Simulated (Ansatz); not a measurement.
# Energy of SnO along a strain of the cell

System: SnO (4 atoms in the cell).
Method: DFT LDA, scalar-relativistic, plane waves, PAW, no spin polarisation (Ansatz 0.2.0).

The 6 runs differ only in the geometry, by a strain of the cell at fixed fractional positions. Against run 4, the strain is εxx = −0.01 η, εxy = η and εyy = −0.01 η. The structure derives from an entry of the Crystallography Open Database.

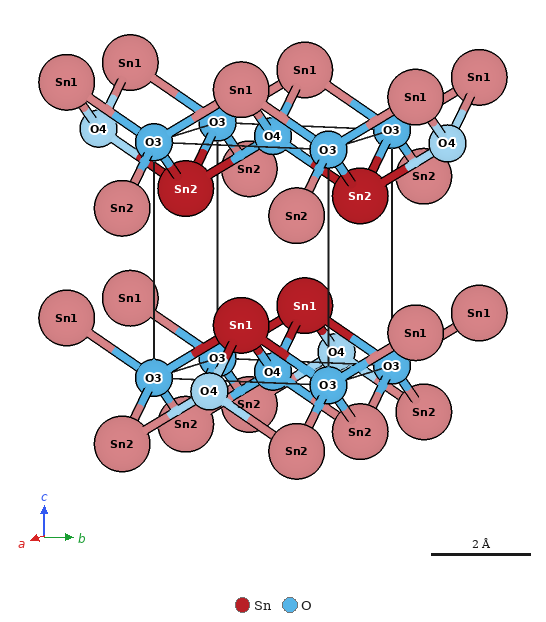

Figure 1. The structure of run 4 (ball-and-stick view of the cell of the calculation, seen slightly off an axis; neighbours outside the cell are drawn fainter; atoms are numbered from 1 in the order of the input).

## Input of run 4
```yaml
crystal:
  lattice:
    - [3.802, 0.0237625, 0.0]
    - [0.0237625, 3.802, 0.0]
    - [0.0, 0.0, 4.836]
  atoms:
    - { symbol: Sn, position: [0.0, 0.5, 0.2385] }
    - { symbol: Sn, position: [0.5, 0.0, 0.7615] }
    - { symbol: O, position: [0.0, 0.0, 0.0] }
    - { symbol: O, position: [0.5, 0.5, 0.0] }
basis:
  ecutwfc: 420
kpoints:
  mp_grid: { grid: [10, 10, 8] }
hamiltonian:
  xc: lda
scf:
  occupations: { method: gaussian, width: 0.03 }
output:
  forces: true
  stress: true
  eigenvalues: true
```

Command:
```bash
ansatz run input.yaml --threads 1 --pin off --max-ram 1228MiB --backend cpu --events-out ev --progress --plain --runs-dir out
```

Run 3 differs from it as follows:
```diff
-    - [3.802, 0.0237625, 0.0]
-    - [0.0237625, 3.802, 0.0]
+    - [3.802, 0.009505, 0.0]
+    - [0.009505, 3.802, 0.0]
```

## Results, with one run withheld

```tsv
run	strain parameter η (%)	free energy per atom, from the lowest run given (meV)	pressure (GPa)	gap on the mesh (eV)
1	−1.6251	1.37	−2.82	0.07
2	−1.1250	0.00	−2.83	0.08
3	−0.3750	?	?	?
4	0.0000	0.25	−2.83	0.08
5	0.1250	0.57	−2.83	0.07
6	0.2500	0.95	−2.83	0.07
```

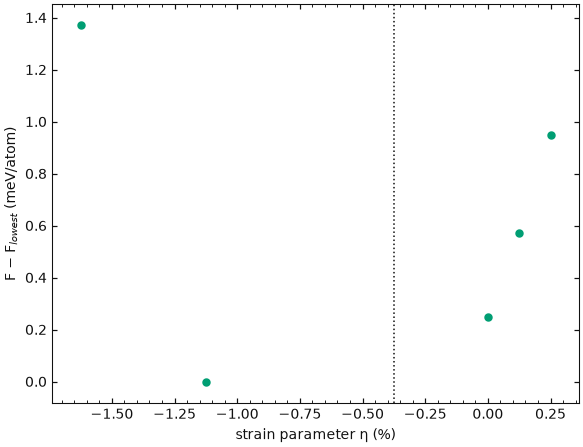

Figure 2. Free energy per atom of the runs given; the dotted line marks run 3.

What should run 3 give?

A cubic polynomial in the coordinate, fitted to the 5 runs given, misses them by under 0.01 meV per atom. With x = η + 0.4750, it reads F = −0.42819 + 0.53808 x + 1.8595 x² + 0.027961 x³ (meV per atom). At run 3 it gives −0.36 meV per atom, and the run itself gives −0.35. The fit has its minimum at η = −0.6202 %.

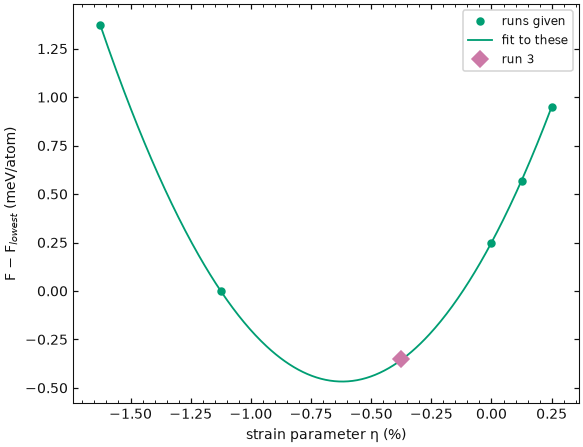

Figure 3. The fit and the withheld run.

## Output, shortened to warnings, some set-up lines, iterations and results (run 3)
```
Basis set: ecut = 420 eV, 1369 PW (Γ)
Symmetry: 8 space group operations
k-points: 155 of 800
Initial density: superposition of atomic densities (neutral atoms: chi_scale 0, normalization atom), corrected by the library's trained network
[...]
SCF iter   1: F=—  HF=-12869.829296 eV  |F-HF|=—  |Δ(HF+E_count)|=         —  Δρ=1.47e-2  dr2=1.25e-1  ethr=1.77e-3  ⟨swp⟩=6.1  Hψ=16885  notcnv=0
SCF iter   2: F=—  HF=-12869.800883 eV  |F-HF|=—  |Δ(HF+E_count)|=   2.84e-2  Δρ=5.65e-3  dr2=1.74e-2  ethr=3.12e-4  ⟨swp⟩=2.1  Hψ=6873  notcnv=0
SCF iter   3: F=—  HF=-12869.796875 eV  |F-HF|=—  |Δ(HF+E_count)|=   4.01e-3  Δρ=2.00e-3  dr2=2.10e-3  ethr=4.35e-5  ⟨swp⟩=2.0  Hψ=5477  notcnv=0
SCF iter   4: F=—  HF=-12869.796186 eV  |F-HF|=—  |Δ(HF+E_count)|=   6.89e-4  Δρ=4.20e-4  dr2=1.21e-4  ethr=5.24e-6  ⟨swp⟩=2.5  Hψ=6809  notcnv=0
SCF iter   5: F=—  HF=-12869.796160 eV  |F-HF|=—  |Δ(HF+E_count)|=   2.57e-5  Δρ=7.52e-5  dr2=5.36e-6  ethr=3.02e-7  ⟨swp⟩=2.5  Hψ=6110  notcnv=0
SCF iter   6: F=—  HF=-12869.796159 eV  |F-HF|=—  |Δ(HF+E_count)|=   8.27e-7  Δρ=1.37e-5  dr2=1.99e-7  ethr=1.34e-8  ⟨swp⟩=1.1  Hψ=3769  notcnv=0
SCF iter   7: F=-12869.796159 eV  HF=-12869.796159 eV  |F-HF|=5.10e-9  |Δ(HF+E_count)|=   3.65e-8  Δρ=2.72e-6  dr2=8.18e-9  ethr=2.50e-10  ⟨swp⟩=6.2  Hψ=16242  notcnv=0
SCF 1 converged in 7 iterations: F = -12869.796159 eV  dr2 = 8.18e-9
SCF converged after 7 iterations
Free energy (F): -12869.796159 eV
Harris-Foulkes:  -12869.796159 eV  (|F-HF|=5.10e-9)
Internal energy: -12869.796145 eV  (E = F + TS)
E sigma→0 (E₀):  -12869.796152 eV
Entropy (-TS):   -0.000014 eV (-0.004 meV/atom)
Fermi energy:    9.635822 eV
--- Per-component energies (eV) ---
  E_band       = -194.783157
  E_kinetic    = 723.907543
  E_local      = -2671.855495  (includes V_loc(G=0)·N_el)
  E_nonlocal   = 44.618346
  E_hartree    = 1437.851810
  E_xc         = -903.021022
  E_vxc        = -383.658309  (∫ρ·V_xc dr)
  E_paw        = -8283.950121  (= ΣΔE_a)
  E_vpaw       = -783.507316  (= ΣTr[D̂ρ^β])
  E_aug_tail   = 0.004907  (compensation charges beyond the density's cutoff)
  E_ewald      = -3218.395752
  E_core_change = 1.043639  (= ΣΔE_core)
  E_smearing   = -0.000014  (= −TS)
  E_closure    = 0.000000  (closes the sum)
  Σ components = -12869.796159   (vs F -12869.796159, Δ=0.00e0)
--- Forces (eV/Å), atoms counted from 1 ---
  atom   1  Sn     0.00000000    -0.00000000    -0.25946117
  atom   2  Sn     0.00000000    -0.00000000     0.25946117
  atom   3  O      0.00000000     0.00000000     0.00000000
  atom   4  O      0.00000000     0.00000000     0.00000000
  max |Σ_I F_I| component: 1.73e-18 eV/Å
--- Stress (GPa, compression-positive) ---
       -2.878001      -0.420560       0.000000
       -0.420560      -2.878001       0.000000
        0.000000       0.000000      -2.759779
  P = ⅓ Tr σ = -2.8386 GPa (-28.386 kbar)
```
